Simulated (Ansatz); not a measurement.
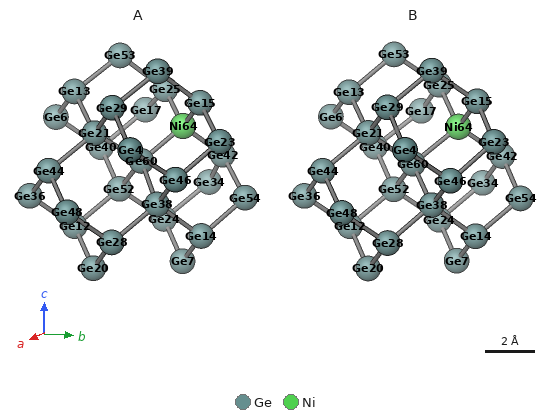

Two geometries of a defect cell of composition Ge63Ni, drawn at one scale. One is the start of a relaxation, the other its converged end. A ball-and-stick model of the atoms within 5.0 Å of the atom that moves most (axes of the cell of the calculation (origin shifted)), seen slightly off an axis.

Computed with Ansatz 0.2.0, DFT, PBEsol, PAW, plane waves. Settings: plane-wave cutoff 420 eV; k-point mesh 1 × 1 × 1; mesh shifted by (0.25, 0.25, 0.25); no spin polarisation; atoms relaxed in a fixed cell; force threshold 0.03 eV/Å; at most 80 steps.

Which one is relaxed?

Answer. Structure A is the relaxed one. The atoms of the start lie slightly off their symmetric places, so part of the fall in energy undoes that. The energy falls by 1.111 eV per cell of the calculation in 3 geometry steps. The largest force component goes from 1.2 to 0.011 eV/Å. Ge60 moves most: 0.22 Å along [−2 1 1]. Largest moves by element: Ge 0.22 Å, Ni 0.06 Å. The lattice vectors keep their values. Among the contacts that change: Ge15–Ni64 2.466 → 2.244 Å, Ge60–Ni64 2.481 → 2.272 Å, Ge25–Ni64 2.471 → 2.272 Å, Ge42–Ni64 2.416 → 2.272 Å. Bond angles that change, for instance: Ge52–Ge60–Ni64 109.7° → 117.6°, Ge21–Ge60–Ge38 109.6° → 103.8°, Ge44–Ge21–Ge60 108.3° → 113.1°.

Limits of the set-up: an element that often carries a moment was run without spin polarisation.
